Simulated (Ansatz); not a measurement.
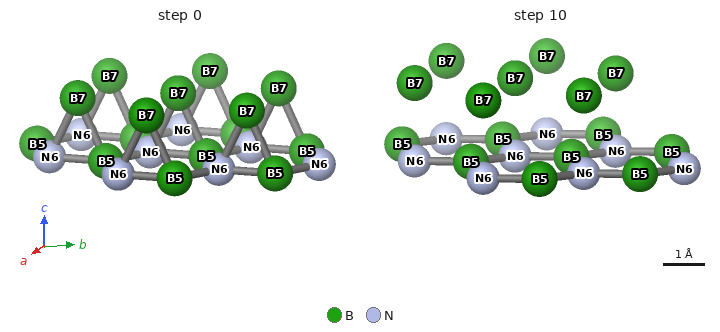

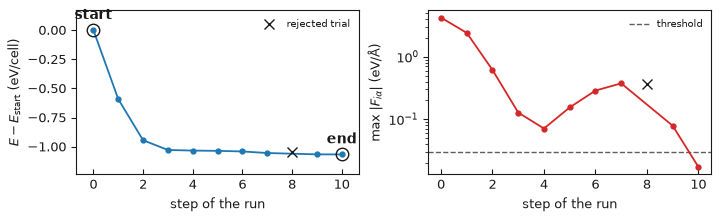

First and last geometry of a constrained relaxation of a slab of composition B4N3 (cut from the R3m phase), with the history of the run. The picture is a ball-and-stick view of the atoms within 4.2 Å of the atom that moves most (axes of the 3 × 3 repeat of the cell, outlined in the plane, without the vacuum), seen from a free direction.

Case: B put at a bridge B-N site. The slab is the (0 0 1) face of BN with B on it. 2 atoms are held fixed.

Theory: DFT PBE+D3(BJ), scalar-relativistic, plane waves, PAW (Ansatz 0.2.0).

Input file:
```yaml
crystal:
  lattice:
    - [2.5061138137, 0.0, 0.0]
    - [-1.2530569069, 2.1703582275, 0.0]
    - [0.0, 0.0, 25.5926876598]
  atoms:
    - { symbol: B, position: [0.6666666667, 0.3333333333, 0.3321261179] }
    - { symbol: "N", position: [0.3333333333, 0.6666666667, 0.3322402185] }
    - { symbol: B, position: [0.3333333333, 0.6666666667, 0.4620997201] }
    - { symbol: "N", position: [0.0, 0.0, 0.4621445588] }
    - { symbol: B, position: [0.0, 0.0, 0.5919331885] }
    - { symbol: "N", position: [0.6666666667, 0.3333333333, 0.5920079078] }
    - { symbol: B, position: [0.8333333333, 0.6666666667, 0.6513998724], spin: 1.0 }
basis:
  ecutwfc: 420
kpoints:
  mp_grid: { grid: [12, 12, 1] }
hamiltonian:
  xc: pbe
  dispersion: d3bj
scf:
  occupations: { method: gaussian, width: 0.05 }
output:
  forces: true
  eigenvalues: true
  populations: true
  write_density: true
  write_potential: true
  elf: true
  volumetric_format: npy
magnetization:
  spin_polarized: true
relax:
  adjacent_minimum: "off"
  f_tol: 0.03
  max_steps: 70
  constraints: [{ sites: [0, 1] }]
efield:
  axis: 3
  dipole_correction: true
  ramp_width: 0.04
```

Launched with:
```bash
ansatz run input.yaml --threads 1 --pin off --max-ram 2560MiB --backend cpu --events-out ev --progress --plain --runs-dir out
```

Read the history and describe the run.

Answer. It converged. B7 moves most: 0.68 Å at 61° to the normal (+c side). Largest moves by element: B 0.68 Å, N 0.16 Å. The lattice vectors keep their values. Among the contacts that change: B5–B7 1.685 → 2.356 Å, N6–B7 1.683 → 1.949 Å. Bonds break: B5–B7 (1.69 → 2.36 Å). Over 9 accepted moves (10 points after the start) the energy falls by 1.067 eV per cell of the calculation. Largest force component: 4.2 eV/Å at the start, 0.017 eV/Å at the end. The line search rejected the trial step at point 8 of the run. The program noted that the starting moments weren't kept.

Limits of the set-up: the periodic images lie only 2.5 Å apart, so the values are limited by the cell's size.
